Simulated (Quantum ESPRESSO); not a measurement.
**How AlN absorbs and reflects light**

Aim: the dielectric function of AlN, and the optical constants that follow from it.

Program: Quantum ESPRESSO 7.5. Level of theory: DFT, PBE, plane waves with norm-conserving potentials (PseudoDojo), scalar-relativistic, independent-particle optical response without local fields and without the non-local commutator. Results are calculated unless marked as measured.

**1. Set-up**

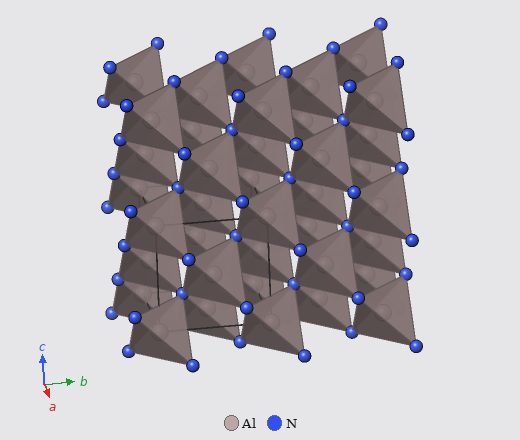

Start, viewed slightly off an axis; aluminium light grey, nitrogen blue. 1×2×2 cells are drawn. This picture shows the conventional cell, with its axes. Some periodic images of atoms are drawn too.

**2. Ground state**

The self-consistent density comes first; it also tells whether there is a gap, which decides the occupations and the need for a Drude term.

This step: DFT, PBE, plane waves with norm-conserving potentials (PseudoDojo), scalar-relativistic, ground state (Quantum ESPRESSO 7.5).

The input, scf.in:

```
&control
  calculation = 'scf'
  prefix = 'x'
  outdir = './tmp'
  pseudo_dir = './'
  verbosity = 'high'
/
&system
  ibrav = 0
  nat = 2
  ntyp = 2
  ecutwfc = 90
  occupations = 'smearing'
  smearing = 'fd'
  degauss = 0.003675
  nbnd = 8
/
&electrons
  conv_thr = 1e-09
  electron_maxstep = 100
/
ATOMIC_SPECIES
  Al 1.0 Al.upf
  N 1.0 N.upf
CELL_PARAMETERS angstrom
  0.000000000000 2.183993559600 2.183993559600
  2.183993559600 0.000000000000 2.183993559600
  2.183993559600 2.183993559600 0.000000000000
ATOMIC_POSITIONS crystal
  Al 0.000000000000 0.000000000000 0.000000000000
  N 0.250000000000 0.250000000000 0.250000000000
K_POINTS automatic
  9 9 9 0 0 0
```

Started as:

```console
$ mpirun -n 4 pw.x -nk 4 -in scf.in
```

Log:

```text
for quantum simulation of materials; please cite

     using ibrav=0 with symmetry is DISCOURAGED, use correct ibrav instead

     G-vector sticks info
     --------------------
     sticks:   dense  smooth     PW     G-vecs:    dense   smooth      PW
     Sum         847     847    253                16361    16361    2733

     Using Slab Decomposition

     bravais-lattice index     =            0
     lattice parameter (alat)  =       5.8367  a.u.
     unit-cell volume          =     140.5985 (a.u.)^3
     number of atoms/cell      =            2
     number of atomic types    =            2
     number of electrons       =         8.00
     number of Kohn-Sham states=            8
     kinetic-energy cutoff     =      90.0000  Ry
     charge density cutoff     =     360.0000  Ry
     scf convergence threshold =      1.0E-09
     mixing beta               =       0.7000
     number of iterations used =            8  plain     mixing
     Exchange-correlation= PBE
                           (   1   4   3   4   0   0   0)

     celldm(1)=   5.836671  celldm(2)=   0.000000  celldm(3)=   0.000000
     celldm(4)=   0.000000  celldm(5)=   0.000000  celldm(6)=   0.000000

     crystal axes: (cart. coord. in units of alat)
               a(1) = (   0.000000   0.707107   0.707107 )
               a(2) = (   0.707107   0.000000   0.707107 )
               a(3) = (   0.707107   0.707107   0.000000 )

     reciprocal axes: (cart. coord. in units 2 pi/alat)
               b(1) = ( -0.707107  0.707107  0.707107 )
               b(2) = (  0.707107 -0.707107  0.707107 )
               b(3) = (  0.707107  0.707107 -0.707107 )

     ./Al.upf
     Pseudo is Norm-conserving + core correction, Zval =  3.0
     Generated using ONCVPSP code by D. R. Hamann
     Using radial grid of 1876 points,  6 beta functions with:
                l(1) =   0
                l(2) =   0
                l(3) =   1
                l(4) =   1
                l(5) =   2
                l(6) =   2

     ./N.upf
     Pseudo is Norm-conserving + core correction, Zval =  5.0
     Generated using ONCVPSP code by D. R. Hamann
     Using radial grid of 1058 points,  4 beta functions with:
                l(1) =   0
                l(2) =   0
                l(3) =   1
                l(4) =   1

     atomic species   valence    mass     pseudopotential
     Al                3.00     1.00000     Al( 1.00)
     N                 5.00     1.00000     N ( 1.00)

     24 Sym. Ops. (no inversion) found

                                    s                        frac. trans.

     [... symmetry matrices left out ...]
   Cartesian axes

     site n.     atom                  positions (alat units)
         1        Al     tau(   1) = (   0.0000000   0.0000000   0.0000000  )
         2        N      tau(   2) = (   0.3535534   0.3535534   0.3535534  )

   Crystallographic axes

     site n.     atom                  positions (cryst. coord.)
         1        Al     tau(   1) = (  0.0000000  0.0000000  0.0000000  )
         2        N      tau(   2) = (  0.2500000  0.2500000  0.2500000  )

     number of k points=    35  Fermi-Dirac smearing, width (Ry)=  0.0037
                       cart. coord. in units 2pi/alat
        k(    1) = (   0.0000000   0.0000000   0.0000000), wk =   0.0027435
        k(    2) = (   0.0785674   0.0785674  -0.0785674), wk =   0.0219479
        k(    3) = (   0.1571348   0.1571348  -0.1571348), wk =   0.0219479
        k(    4) = (   0.2357023   0.2357023  -0.2357023), wk =   0.0219479
        k(    5) = (   0.3142697   0.3142697  -0.3142697), wk =   0.0219479
        k(    6) = (   0.1571348   0.0000000  -0.0000000), wk =   0.0164609
        k(    7) = (   0.2357023   0.0785674  -0.0785674), wk =   0.0658436
        k(    8) = (   0.3142697   0.1571348  -0.1571348), wk =   0.0658436
        k(    9) = (   0.3928371   0.2357023  -0.2357023), wk =   0.0658436
        k(   10) = (  -0.2357023  -0.3928371   0.3928371), wk =   0.0658436
        k(   11) = (  -0.1571348  -0.3142697   0.3142697), wk =   0.0658436
        k(   12) = (  -0.0785674  -0.2357023   0.2357023), wk =   0.0658436
        k(   13) = (  -0.0000000  -0.1571348   0.1571348), wk =   0.0329218
        k(   14) = (   0.3142697   0.0000000  -0.0000000), wk =   0.0164609
        k(   15) = (   0.3928371   0.0785674  -0.0785674), wk =   0.0658436
        k(   16) = (   0.4714045   0.1571348  -0.1571348), wk =   0.0658436
[...]
cryst. coord.
[...]
k(   28) = (   0.1111111   0.2222222  -0.4444444), wk =   0.1316872
        k(   29) = (   0.1111111   0.3333333   0.4444444), wk =   0.0658436
        k(   30) = (   0.1111111   0.3333333  -0.4444444), wk =   0.1316872
        k(   31) = (   0.1111111   0.3333333  -0.3333333), wk =   0.1316872
        k(   32) = (   0.1111111   0.3333333  -0.2222222), wk =   0.0658436
        k(   33) = (   0.1111111   0.4444444  -0.4444444), wk =   0.0658436
        k(   34) = (   0.1111111   0.4444444  -0.3333333), wk =   0.0658436
        k(   35) = (   0.2222222   0.4444444  -0.3333333), wk =   0.0658436

     Dense  grid:    16361 G-vectors     FFT dimensions: (  36,  36,  36)

     Initial potential from superposition of free atoms

     starting charge       7.9975, renormalised to       8.0000
     Starting wfcs are    8 randomized atomic wfcs

     Self-consistent Calculation

     iteration #  1     ecut=    90.00 Ry     beta= 0.70
     Davidson diagonalization with overlap

            43 MiB given to the printing process from OS
            15 MiB allocation reported by mallinfo(arena+hblkhd)
------------------
     ethr =  1.00E-02,  avg # of iterations =  4.5

     total energy              =     -25.33486587 Ry
     estimated scf accuracy    <       0.60095108 Ry

     iteration #  2     ecut=    90.00 Ry     beta= 0.70
     Davidson diagonalization with overlap

            51 MiB given to the printing process from OS
            20 MiB allocation reported by mallinfo(arena+hblkhd)
------------------
     ethr =  7.51E-03,  avg # of iterations =  2.0

     total energy              =     -25.50967009 Ry
     estimated scf accuracy    <       0.41930434 Ry

     iteration #  3     ecut=    90.00 Ry     beta= 0.70
     Davidson diagonalization with overlap

            52 MiB given to the printing process from OS
            20 MiB allocation reported by mallinfo(arena+hblkhd)
------------------
     ethr =  5.24E-03,  avg # of iterations =  1.5

     total energy              =     -25.58279729 Ry
     estimated scf accuracy    <       0.00325508 Ry

     iteration #  4     ecut=    90.00 Ry     beta= 0.70
     Davidson diagonalization with overlap

            52 MiB given to the printing process from OS
            21 MiB allocation reported by mallinfo(arena+hblkhd)
------------------
     ethr =  4.07E-05,  avg # of iterations =  3.9

     total energy              =     -25.58511360 Ry
     estimated scf accuracy    <       0.00326965 Ry

     iteration #  5     ecut=    90.00 Ry     beta= 0.70
     Davidson diagonalization with overlap

            54 MiB given to the printing process from OS
            21 MiB allocation reported by mallinfo(arena+hblkhd)
------------------
     ethr =  4.07E-05,  avg # of iterations =  1.0

     total energy              =     -25.58513280 Ry
     estimated scf accuracy    <       0.00037172 Ry

     iteration #  6     ecut=    90.00 Ry     beta= 0.70
     Davidson diagonalization with overlap

            54 MiB given to the printing process from OS
            22 MiB allocation reported by mallinfo(arena+hblkhd)
------------------
     ethr =  4.65E-06,  avg # of iterations =  2.3

     total energy              =     -25.58525519 Ry
     estimated scf accuracy    <       0.00003836 Ry

     iteration #  7     ecut=    90.00 Ry     beta= 0.70
     Davidson diagonalization with overlap

            55 MiB given to the printing process from OS
            22 MiB allocation reported by mallinfo(arena+hblkhd)
------------------
     ethr =  4.80E-07,  avg # of iterations =  1.1

     total energy              =     -25.58525012 Ry
     estimated scf accuracy    <       0.00001627 Ry

     iteration #  8     ecut=    90.00 Ry     beta= 0.70
     Davidson diagonalization with overlap

            55 MiB given to the printing process from OS
            23 MiB allocation reported by mallinfo(arena+hblkhd)
------------------
     ethr =  2.03E-07,  avg # of iterations =  1.3

     total energy              =     -25.58525202 Ry
     estimated scf accuracy    <       0.00000050 Ry

     iteration #  9     ecut=    90.00 Ry     beta= 0.70
     Davidson diagonalization with overlap

            56 MiB given to the printing process from OS
            23 MiB allocation reported by mallinfo(arena+hblkhd)
------------------
     ethr =  6.26E-09,  avg # of iterations =  2.6

     total energy              =     -25.58525224 Ry
     estimated scf accuracy    <          3.9E-09 Ry

     iteration # 10     ecut=    90.00 Ry     beta= 0.70
     Davidson diagonalization with overlap

            56 MiB given to the printing process from OS
            24 MiB allocation reported by mallinfo(arena+hblkhd)
------------------
     ethr =  4.93E-11,  avg # of iterations =  3.8

     total energy              =     -25.58525224 Ry
     estimated scf accuracy    <       0.00000001 Ry

     iteration # 11     ecut=    90.00 Ry     beta= 0.70
     Davidson diagonalization with overlap

            56 MiB given to the printing process from OS
            24 MiB allocation reported by mallinfo(arena+hblkhd)
------------------
     ethr =  4.93E-11,  avg # of iterations =  2.0

     total energy              =     -25.58525224 Ry
     estimated scf accuracy    <          2.6E-09 Ry

     iteration # 12     ecut=    90.00 Ry     beta= 0.70
     Davidson diagonalization with overlap

            56 MiB given to the printing process from OS
            24 MiB allocation reported by mallinfo(arena+hblkhd)
------------------
     ethr =  3.26E-11,  avg # of iterations =  1.5

     End of self-consistent calculation

          k = 0.0000 0.0000 0.0000 (  2085 PWs)   bands (ev):

    -8.0102   6.9569   6.9569   6.9569  11.1490  19.5457  19.5457  19.5457

     occupation numbers
     1.0000   1.0000   1.0000   1.0000   0.0000   0.0000   0.0000   0.0000

          k = 0.0786 0.0786-0.0786 (  2028 PWs)   bands (ev):

    -7.8300   5.9877   6.8938   6.8938  11.9306  19.0723  19.6955  19.6955

     occupation numbers
     1.0000   1.0000   1.0000   1.0000   0.0000   0.0000   0.0000   0.0000

          k = 0.1571 0.1571-0.1571 (  2018 PWs)   bands (ev):

    -7.3245   4.1657   6.7431   6.7431  13.1555  18.1560  19.4865  19.4865

     occupation numbers
     1.0000   1.0000   1.0000   1.0000   0.0000   0.0000   0.0000   0.0000

          k = 0.2357 0.2357-0.2357 (  2030 PWs)   bands (ev):

    -6.6259   2.4093   6.5854   6.5854  13.9677  17.3517  18.7125  18.7125

     occupation numbers
     1.0000   1.0000   1.0000   1.0000   0.0000   0.0000   0.0000   0.0000

          k = 0.3143 0.3143-0.3143 (  2033 PWs)   bands (ev):

    -6.0504   1.2646   6.4894   6.4894  14.3095  16.8687  18.1964  18.1964

     occupation numbers
     1.0000   1.0000   1.0000   1.0000   0.0000   0.0000   0.0000   0.0000

          k = 0.1571 0.0000-0.0000 (  2029 PWs)   bands (ev):

    -7.7702   6.0170   6.7062   6.7062  12.1557  18.8021  19.8825  19.8825

     occupation numbers
     1.0000   1.0000   1.0000   1.0000   0.0000   0.0000   0.0000   0.0000

     [... further k points left out ...]

     the Fermi energy is     9.2339 ev

!    total energy              =     -25.58525224 Ry
     estimated scf accuracy    <          3.4E-12 Ry
     smearing contrib. (-TS)   =      -0.00000000 Ry
     internal energy E=F+TS    =     -25.58525224 Ry

     The total energy is F=E-TS. E is the sum of the following terms:
     one-electron contribution =      -0.92945649 Ry
     hartree contribution      =       5.64208745 Ry
     xc contribution           =      -8.49792399 Ry
     ewald contribution        =     -21.79995921 Ry

     convergence has been achieved in  12 iterations

     XML data file, charge density, pseudopotentials, collected wavefunctions

                                        0.00s GPU  (     365 calls)

=------------------------------------------------------------------------------=
   JOB DONE.
=------------------------------------------------------------------------------=
```

The job ended after 3.1 s (4 MPI ranks of Arm Neoverse V2, shared host; peak memory 0.06 GiB).

This step gave:

```
total energy           : -25.59 Ry
gap on the k-mesh      : 3.508 eV
direct gap on the mesh : 4.192 eV
```

There is a gap, 3.51 eV on this mesh (points off the mesh can give less), so no carriers' term is needed.

[end of part 1 of 3]

[Machine, clock, banner and «Message from routine» lines are left out of the logs.]

[Logs are printed without paths, hosts, clocks, repeated set-up lines and the standing remarks that a program may print on its own settings, such as how far it seeks lower states.]

[Hosts, paths, dates, database ids (printed as entryN), source tags and the programs' standing remarks are cut or masked in the printed files.]
